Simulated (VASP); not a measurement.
# GaN: what each functional gives, and what it costs, part 7 of 7

Aim: compute the gap of GaN from the cheapest level upwards and hold each value against experiment. LASPH is on for some levels and off for others; the table marks which. The start is a cell from a database of measured crystal structures.

VASP 6.6.1, plane waves and PAW; the level of theory is named at each step.

So far, least gap on mesh and path (eV): step 2 (bands, level LDA, k 5×5×3) 1.98; step 10 (bands, level B3LYP, k 5×5×3) 3.67; step 12 (bands, level PBE-EpsX, k 5×5×3) 3.33; step 13 (bands, level r2SCANh, k 5×5×3) 3.11; step 14 (bands, level HSEsol, k 5×5×3) 3.23.

The database entry behind the starting cell differs from later determinations by our own check (about 0.3 % short, ideal inner coordinate), so it need not match the best structure at ambient conditions.

## 15. Bands with PBE + SOC

This step: PBE, spin-orbit coupling; plane waves and PAW (Ga_d, N) (VASP 6.6.1).

Spin-orbit coupling needs spinors and the noncollinear program, where each band holds one electron.

INCAR

```
SYSTEM = GaN
PREC = Accurate
ENCUT = 520
EDIFF = 1E-06
NELM = 100
ISMEAR = 0
SIGMA = 0.02
LREAL = .FALSE.
ALGO = Normal
GGA = PE
LNONCOLLINEAR = .TRUE.
MAGMOM = 0 0 0 0 0 0 0 0 0 0 0 0
NBANDS = 48
GGA_COMPAT = .FALSE.
LASPH = .TRUE.
LSORBIT = .TRUE.
LORBIT = 11
LWAVE = .FALSE.
LCHARG = .FALSE.
KPAR = 8
```

POSCAR

```
GaN
1.0
    3.1800000000      0.0000000000      0.0000000000
   -1.5900000000      2.7539607840      0.0000000000
    0.0000000000      0.0000000000      5.1660000000
Ga N
2 2
Direct
    0.3333333333      0.6666666667      0.0000000000
    0.6666666667      0.3333333333      0.5000000000
    0.3333333333      0.6666666667      0.3750000000
    0.6666666667      0.3333333333      0.8750000000
```

KPOINTS

```
Automatic mesh
0
Gamma
7 7 4
0 0 0
```

KPOINTS_OPT

```
Line mode
16
Line-mode
Reciprocal
  0.00000000   0.00000000   0.00000000 GAMMA
  0.50000000   0.00000000   0.00000000 M

  0.50000000   0.00000000   0.00000000 M
  0.33333333   0.33333333   0.00000000 K

  0.33333333   0.33333333   0.00000000 K
  0.00000000   0.00000000   0.00000000 GAMMA

  0.00000000   0.00000000   0.00000000 GAMMA
  0.00000000   0.00000000   0.50000000 A

  0.00000000   0.00000000   0.50000000 A
  0.50000000   0.00000000   0.50000000 L

  0.50000000   0.00000000   0.50000000 L
  0.33333333   0.33333333   0.50000000 H

  0.33333333   0.33333333   0.50000000 H
  0.00000000   0.00000000   0.50000000 A

  0.50000000   0.00000000   0.50000000 L
  0.50000000   0.00000000   0.00000000 M

  0.33333333   0.33333333   0.00000000 K
  0.33333333   0.33333333   0.50000000 H
```

PAW data sets: Ga_d and N (PBE family, release 64).

Launch:

```console
$ mpirun -np 8 vasp_ncl
```

Numbers of over 12 decimals in the logs are rounded to 6 here.

What it wrote:

```text
[... set-up lines as in an earlier step ...]
 entering main loop
       N       E                     dE             d eps       ncg     rms          rms(c)
DAV:   1     0.403104179278E+03    0.40310E+03   -0.16151E+04  3576   0.281E+03
DAV:   2     0.525569528165E+02   -0.35055E+03   -0.32743E+03  3120   0.723E+02
DAV:   3    -0.223812073111E+02   -0.74938E+02   -0.72764E+02  3560   0.218E+02
DAV:   4    -0.281794787755E+02   -0.57983E+01   -0.57416E+01  3952   0.636E+01
[...]
DAV:  12    -0.242945123650E+02   -0.11090E-04   -0.10371E-04  3840   0.756E-02    0.248E-02
DAV:  13    -0.242945098861E+02    0.24790E-05   -0.64001E-06  3888   0.511E-02    0.936E-03
DAV:  14    -0.242945102314E+02   -0.34528E-06   -0.67522E-06  2992   0.410E-02
   1 F= -.24294510E+02 E0= -.24294510E+02  d E =-.407628E-29  mag=    -0.0000     0.0000    -0.0000
 Start KPOINTS_OPT (optional k-point list driver)
k-point batch [1-32\144]
       N       E                     dE             ncg
DAV:   1     0.809093066045E+04   -0.23469E+05     3608
DAV:   2    -0.285830211080E+04   -0.10949E+05     3104
DAV:   3    -0.507909998915E+04   -0.22208E+04     3512
DAV:   4    -0.524025054324E+04   -0.16115E+03     3864
DAV:   5    -0.524509072320E+04   -0.48402E+01     3704
DAV:   6    -0.524524839071E+04   -0.15767E+00     4336
DAV:   7    -0.524525266808E+04   -0.42774E-02     4024
DAV:   8    -0.524525270946E+04   -0.41379E-04     4176
DAV:   9    -0.524525271018E+04   -0.72703E-06     2344
[...]
k-point batch [129-144\144]
       N       E                     dE             ncg
DAV:   1     0.260974912053E+05   -0.20398E+05     1792
DAV:   2     0.206050780383E+05   -0.54924E+04     1552
DAV:   3     0.195059132592E+05   -0.10992E+04     1696
DAV:   4     0.194251377981E+05   -0.80775E+02     1976
DAV:   5     0.194230406500E+05   -0.20971E+01     1784
DAV:   6     0.194229642279E+05   -0.76422E-01     2120
DAV:   7     0.194229618515E+05   -0.23763E-02     2016
DAV:   8     0.194229618324E+05   -0.19136E-04     2112
DAV:   9     0.194229618321E+05   -0.28471E-06     1088
```

It took 34 s on 8 MPI ranks of Intel Xeon 6975P-C (Granite Rapids), shared host; peak memory 2.9 GiB.

From OUTCAR (step 15):

```text
  Total        1.8540565      1.8540565      2.4598038      0.0000000      0.0000000      0.0000000
  in kB       65.6589999     65.6589999     87.1107545      0.0000000      0.0000000      0.0000000
  external PRESSURE =      72.8095848 kB  Pullay stress =       0.0000000 kB

 POSITION                                       TOTAL-FORCE (eV/Angst)
 -----------------------------------------------------------------------------------
     -0.00000      1.83597      0.00000         0.000000     -0.000000     -0.134527
      1.59000      0.91799      2.58300        -0.000000      0.000000     -0.134527
     -0.00000      1.83597      1.93725        -0.000000      0.000000      0.134527
      1.59000      0.91799      4.52025         0.000000     -0.000000      0.134527
 -----------------------------------------------------------------------------------
    total drift:                               -0.000000      0.000000     -0.000270

  FREE ENERGIE OF THE ION-ELECTRON SYSTEM (eV)
  ---------------------------------------------------
  free  energy   TOTEN  =       -24.2945102314 eV

  energy  without entropy=      -24.2945102314  energy(sigma->0) =      -24.29451023

 magnetization (x)
# of ion       s       p       d       tot
------------------------------------------
    1       -0.000   0.000   0.000   0.000
    2       -0.000   0.000  -0.000  -0.000
    3       -0.000  -0.000   0.000  -0.000
    4        0.000   0.000   0.000   0.000
--------------------------------------------------
tot         -0.000  -0.000  -0.000  -0.000

 magnetization (y)
# of ion       s       p       d       tot
------------------------------------------
    1        0.000   0.000   0.000   0.000
    2        0.000  -0.000   0.000  -0.000
    3        0.000   0.000   0.000   0.000
    4        0.000   0.000   0.000   0.000
--------------------------------------------------
tot          0.000   0.000   0.000   0.000

 magnetization (z)
# of ion       s       p       d       tot
------------------------------------------
    1        0.000   0.000  -0.000   0.000
    2       -0.000   0.000   0.000  -0.000
    3        0.000  -0.000   0.000  -0.000
    4        0.000  -0.000   0.000  -0.000
--------------------------------------------------
tot          0.000  -0.000   0.000  -0.000

[... 1 part as in an earlier step ...]

[... 2 further parts left out ...]
[key lines of the parts left out:]
E-fermi :   5.5875
```

LASPH is switched on together with spin-orbit coupling, so the change from the scalar run holds both.

Electronic bands along the path, in eV, zero at the valence-band top; v1 is the highest filled band, c1 the lowest empty one:

```
    point     v4     v3     v2     v1    c1    c2    c3    c4
        Γ  -0.01  -0.01   0.00   0.00  1.97  1.97  4.30  4.30
        M  -2.27  -2.27  -0.99  -0.99  5.07  5.07  5.61  5.61
        K  -3.04  -3.02  -2.72  -2.72  5.13  5.13  7.86  7.87
        Γ  -0.01  -0.01   0.00   0.00  1.97  1.97  4.30  4.30
        A  -0.54  -0.54  -0.54  -0.54  4.29  4.29  4.29  4.29
        L  -1.92  -1.92  -1.92  -1.92  4.42  4.42  4.42  4.42
        H  -1.51  -1.51  -1.51  -1.51  6.48  6.48  6.50  6.50
        A  -0.54  -0.54  -0.54  -0.54  4.29  4.29  4.29  4.29
jump to L  -1.92  -1.92  -1.92  -1.92  4.42  4.42  4.42  4.42
        M  -2.27  -2.27  -0.99  -0.99  5.07  5.07  5.61  5.61
jump to K  -3.04  -3.02  -2.72  -2.72  5.13  5.13  7.86  7.87
        H  -1.51  -1.51  -1.51  -1.51  6.48  6.48  6.50  6.50
```

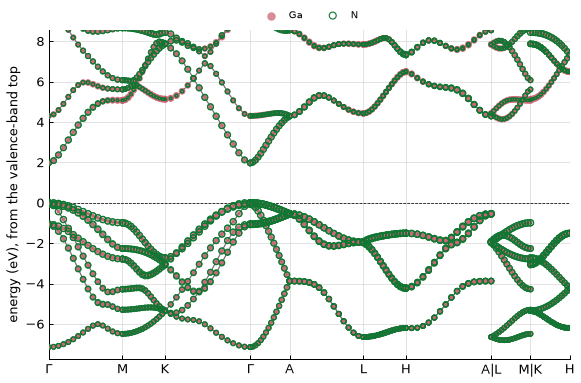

Electronic bands along the path; dots are coloured as in the legend, and their area grows with the weight.

The gap is 1.97 eV, direct at Γ. That is the gap of PBE again, on another mesh; this run took 3.7 times the core time. The direct gap lies -1.53 eV from the measured 3.50 eV.

## 16. The ladder as a table

This step: ladder of functionals on one cell; plane waves and PAW (VASP 6.6.1).

This step runs nothing: it gathers the runs above.

A gap of 0 means none; cost is the wall time of each run, as given at its step, times its ranks, without the set-up around it; LASPH differs between rows, which moves results and costs too. Results by level, by row:

```
    level  gap (eV)  least direct gap (eV)  pressure (GPa)  cost (core minutes)  LASPH
      LDA     1.976                  1.976           -3.83                 1.17    off
      PBE     1.968                  1.968            7.26                 1.23    off
   r2SCAN     2.373                  2.373            2.12                 3.73     on
   TB-mBJ      3.15                   3.15               -                 4.27     on
     SCAN     2.271                  2.271            1.38                 3.87     on
      LAK     2.786                  2.786            8.23                 4.27     on
    HSE06     3.277                  3.277               -                 53.3     on
    B3LYP     3.667                  3.668               -                 50.4     on
 PBE-EpsX     3.332                  3.332               -                 51.5     on
  r2SCANh     3.112                  3.112               -                 55.6     on
   HSEsol      3.23                   3.23               -                 52.9     on
PBE + SOC      1.97                   1.97            7.28                 4.53     on
```

## 17. What came out

| Property | Result |
| --- | --- |
| gap, LDA | 1.98 eV |
| gap, PBE | 1.97 eV |
| gap, r2SCAN | 2.37 eV |
| gap, TB-mBJ | 3.15 eV |
| gap, SCAN | 2.27 eV |
| gap, LAK | 2.79 eV |
| gap, HSE06 | 3.28 eV |
| gap, B3LYP | 3.67 eV |
| gap, PBE-EpsX | 3.33 eV |
| gap, r2SCANh | 3.11 eV |
| gap, HSEsol | 3.23 eV |
| gap, PBE + SOC | 1.97 eV |

**Reading.** For GaN, without spin-orbit coupling, the functional decides between a gap of 1.97 eV (PBE) and 3.67 eV (B3LYP), while across these levels the cost spans a factor of 47. The cheapest level whose direct gap lies within 0.25 eV of experiment (a bound picked here) is B3LYP, at 50 core minutes. The measured gap holds spin-orbit coupling, which only the runs so named include; it raises a p-like valence top, so a match without it is partly luck. In most such crystals zero-point and thermal motion narrow the gap, so the static value to match lies above the measured one, and levels a little over it fare better than the table shows. HSE06 moves the gap by +1.31 eV from PBE, at about 43 times the core time, though on fewer points of the path. On r2SCAN the gap grows with the share of exact exchange: 2.37 eV at none, 3.11 eV at 0.10. Spin-orbit coupling changes the PBE gap by +0.00 eV (the two runs use different meshes). TB-mBJ lands -0.13 eV from HSE06 at 8.0 % of its cost. All levels use one geometry, and one mesh but for spin-orbit runs, kept coarse to afford the hybrids, so no gap here is fully converged. Costs come from a shared host, and the hybrids use PRECFOCK = Fast. These are single-particle gaps of a static lattice, without excitons or temperature. LASPH is on for some levels and off for others, so differences between them are not the functional's alone. The spin-orbit shifts include the switch to LASPH.

Comparison with the measured values:

| quantity | measured | PBE | r2SCAN | TB-mBJ | HSE06 | B3LYP | PBE-EpsX | PBE + spin-orbit |
| --- | --- | --- | --- | --- | --- | --- | --- | --- |
| band gap (direct gap) (eV) | 3.503 | 1.97 (-1.54 eV) | 2.37 (-1.13 eV) | 3.15 (-0.35 eV) | 3.28 (-0.23 eV) | 3.67 (+0.16 eV) | 3.33 (-0.17 eV) | 1.97 (-1.53 eV) |

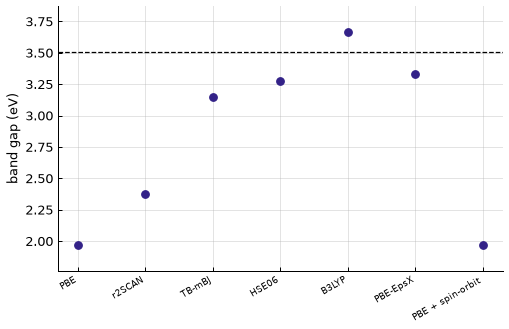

The band gap by level; the dashed line is the measured value.

Measured values from pmc:6823545 (2019).

How well it matches: For the band gap, of the levels listed nearest comes B3LYP (+0.16 eV, good agreement) and farthest PBE (-1.54 eV, a clear miss). Local and semilocal functionals usually give gaps below the measured ones. Zero-point and thermal motion shift the measured gap. No cell relaxation is part of this session.

[Lines on the potential files, build, host, timing and source positions are cut from VASP's logs without a mark.]

[Logs are printed without paths, hosts, clocks, repeated set-up lines and the standing remarks that a program may print on its own settings, such as how far it seeks lower states.]

[Hosts, paths, dates, database ids (printed as entryN), source tags and the programs' standing remarks are cut or masked in the printed files.]

[A measured line is paired with the nearest computed mode of its activity, which favours agreement.]
